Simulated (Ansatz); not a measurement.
System PtS2 (space group P4_2/mnm, No. 136); source of the atomic positions: the geometry relaxed with Ansatz, DFT, LDA, plane waves, PAW; the starting structure was generated, so it need not be a known form of this composition.

```yaml
crystal:
  lattice:
    - [5.33294, 0.00000, 0.00000]
    - [0.00000, 5.33294, 0.00000]
    - [0.00000, 0.00000, 3.76670]
  atoms:
    - { symbol: Pt, position: [0.00000, 0.00000, 0.00000] }
    - { symbol: Pt, position: [0.50000, 0.50000, 0.50000] }
    - { symbol: S, position: [0.30961, 0.30961, 0.00000] }
    - { symbol: S, position: [0.19039, 0.80961, 0.50000] }
    - { symbol: S, position: [0.80961, 0.19039, 0.50000] }
    - { symbol: S, position: [0.69039, 0.69039, 0.00000] }
```

Describe how the polyhedra about Pt are linked (bonds: Pt–S below 2.7 Å).

Pt: PtS6 octahedron, sharing corners with eight neighbours and edges with two neighbours.

They form a three-dimensional framework of corner- and edge-sharing octahedra.

Centre to centre across a shared corner: 4.22 Å; across a shared edge: 3.77 Å.

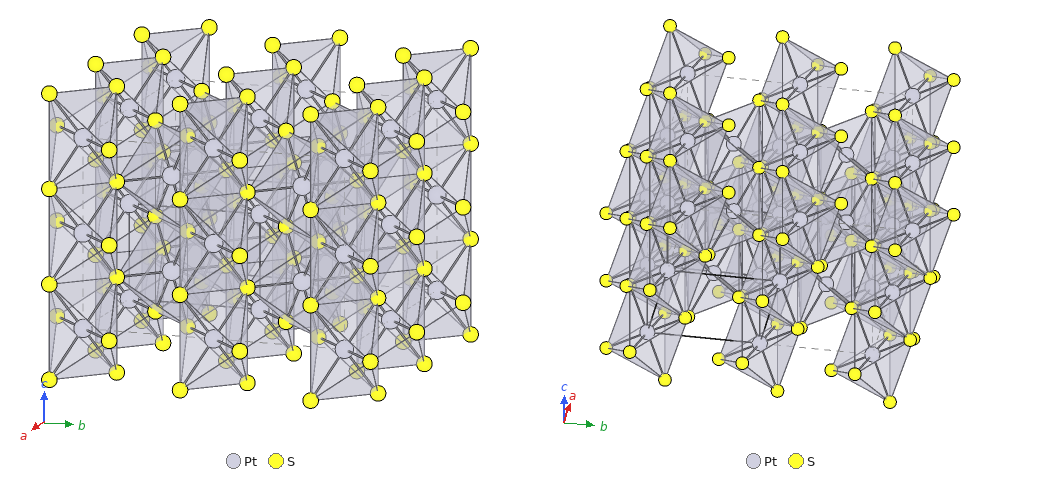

Polyhedra are drawn about Pt (bonds: Pt–S below 2.7 Å); other atoms are plain spheres. Two views of the same piece.
